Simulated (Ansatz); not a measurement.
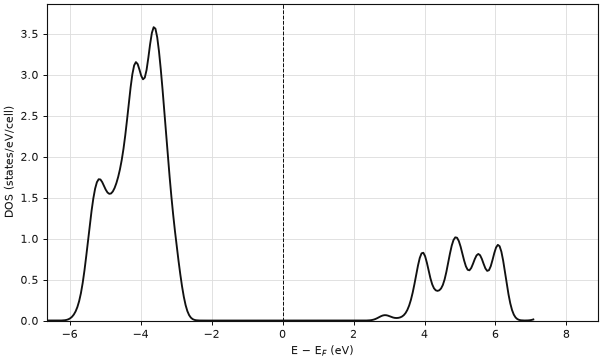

Write a caption that states what the plot shows.

Density of states of Li₂O, space group Fm-3m, 3 atoms in the cell. Level of theory: DFT, r2SCAN, plane waves, PAW, no spin polarisation, 6×6×6 k mesh, 500 eV cutoff; code Ansatz. Energies are counted from the Fermi level, put mid-gap where there is a gap. The curve is built from the levels of the k mesh with Gaussians 0.4 eV wide, which also blur the band edges.

There is a gap; over the k points computed it is 5.77 eV (indirect; the smallest direct gap is 6.20 eV). The upper group of valence states starts about 2.8 eV under the valence-band top (which lies at −2.9 eV on this axis), with a gap beneath it; it holds about 6 electrons a cell.
